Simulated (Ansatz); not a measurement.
Al3GaN4

```yaml
crystal:
  lattice:
    - [5.03808, 0.00000, 0.00006]
    - [0.00000, 3.04683, 0.00000]
    - [-0.00329, 0.00000, 5.41039]
  atoms:
    - { symbol: Al, position: [0.50022, 0.50000, 0.16726] }
    - { symbol: Al, position: [0.00067, 0.50000, 0.83490] }
    - { symbol: Al, position: [0.00100, 0.00000, 0.33164] }
    - { symbol: Ga, position: [0.49949, 0.00000, 0.66620] }
    - { symbol: N, position: [0.11071, 0.00000, 0.66632] }
    - { symbol: N, position: [0.12268, 0.50000, 0.16713] }
    - { symbol: N, position: [0.62541, 0.50000, 0.84068] }
    - { symbol: N, position: [0.62341, 0.00000, 0.32586] }
```

Space group Pm; a structure from a database of computed crystals, not necessarily the ambient phase; changed on purpose from its base cell (strain -0.0250 x Voigt [0, 1, 0, 0, 0, 0], atoms carried along); not relaxed (largest force 0.3 eV/Å); computed pressure about 6 GPa in this cell.

Level of theory: DFT r2SCAN, scalar-relativistic, plane waves, PAW (Ansatz 0.2.0).

**What will maps of the valence pseudo-density and electron localisation function show?**

Al–N (1.90 Å): ρ at the midpoint is about 0.67 e/Å³; the ELF peaks at about 0.90 in the valence shell of N, 0.7 Å from its nucleus, and is about 0.90 at the midpoint.
Ga–N (1.96 Å): the density is about 0.74 e/Å³ at the midpoint; the ELF peaks at about 0.85 in the valence shell of N, 0.7 Å from its nucleus, and is about 0.45 at the midpoint.

**Metal or insulator at this level of theory?**

It is gapped, with a Kohn–Sham gap of 4.2 eV on the k-point mesh (the band edges may lie off the mesh, which would make the gap smaller).

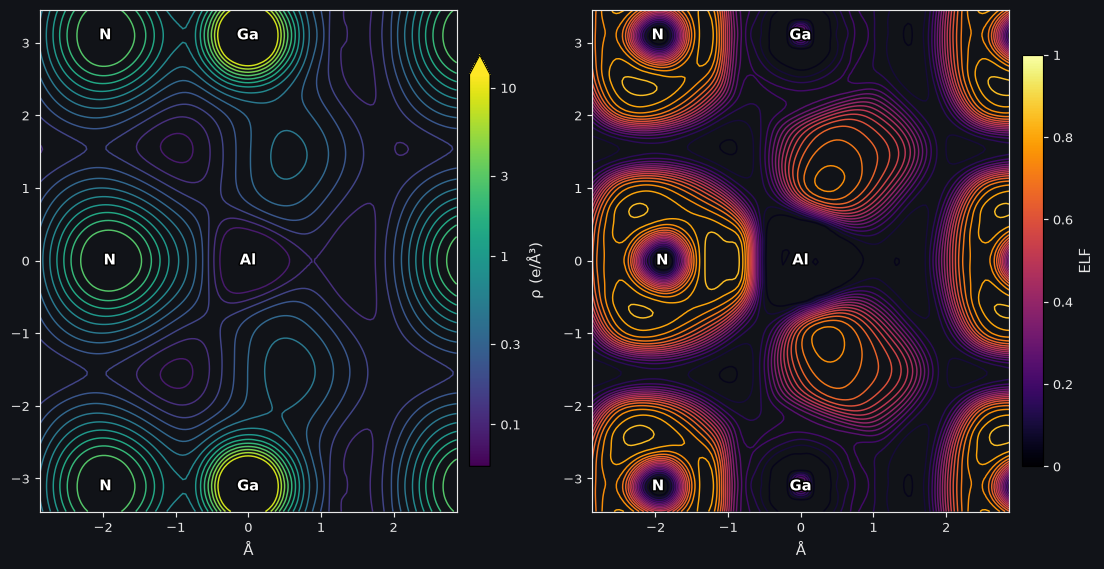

Computed valence pseudo-density and electron localisation function on the (011̄) plane of the conventional cell, in this order. Atoms just off the plane (Al, 0.9 Å away and N, 0.9 Å away) can leave unmarked features too.

The density is the valence pseudo-density of a PAW calculation; it isn't the true density close to the nuclei.
